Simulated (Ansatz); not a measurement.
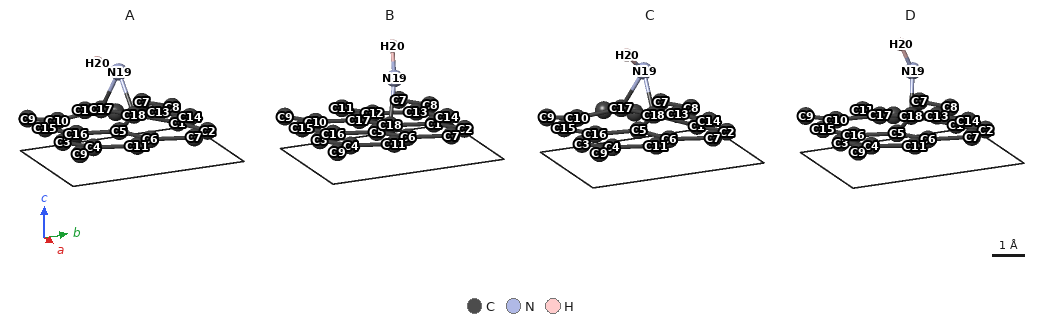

4 geometries from one relaxation of a slab of composition HC₁₈N, in shuffled order. The picture is a ball-and-stick view of the cell of the calculation, outlined in the plane, without the vacuum (origin shifted), seen slightly off an axis.

It is NH on graphene monolayer, set down by a guess. The run prepares an end point of a later path (molecule hop) calculation, from a guessed geometry.

Theory: DFT PBE, scalar-relativistic, plane waves, PAW (Ansatz). Set-up: plane-wave cutoff 420 eV; k-point mesh 2 × 2 × 1; occupations fermi dirac; smearing width 0.05 eV; no spin polarisation; atoms relaxed in a fixed cell; force threshold 0.03 eV/Å; at most 60 steps.

**Order the frames from highest to lowest energy.**

B, D, C, A. They are steps 0, 3, 6, 12, at +3.495 eV per cell of the calculation, +1.625 eV per cell of the calculation, +0.218 eV per cell of the calculation relative to the last. H20 moves most relative to the layer's centre: 1.34 Å at 71° to the normal (−c side). By element the largest moves are H 1.34 Å, N 0.55 Å, C 0.36 Å. The cell doesn't change. Near-neighbour distances that change, for instance: C1–N19 1.903 → 2.464 Å, C17–N19 1.903 → 1.493 Å, C17–C18 1.424 → 1.518 Å, C10–C17 1.424 → 1.465 Å. New bonds form: C17–N19 (1.90 → 1.49 Å). Bond angles that change, for instance: C18–N19–H20 163.6° → 107.6°, C1–C18–N19 80.9° → 112.7°, C17–C18–N19 80.9° → 59.4°. The energy falls by 3.495 eV per cell of the calculation in 11 accepted moves (12 points after the start). The largest force component goes from 2.6 to 0.01 eV/Å. 1 step only repeated the SCF at the same geometry. Cost: 35 s on 1 thread of AMD EPYC 9R45 96-Core Processor (Zen 5), with other jobs on the host, peak memory 0.71 GiB.

Limits of the set-up: the periodic images lie only 7.4 Å apart, so the values are limited by the cell's size.
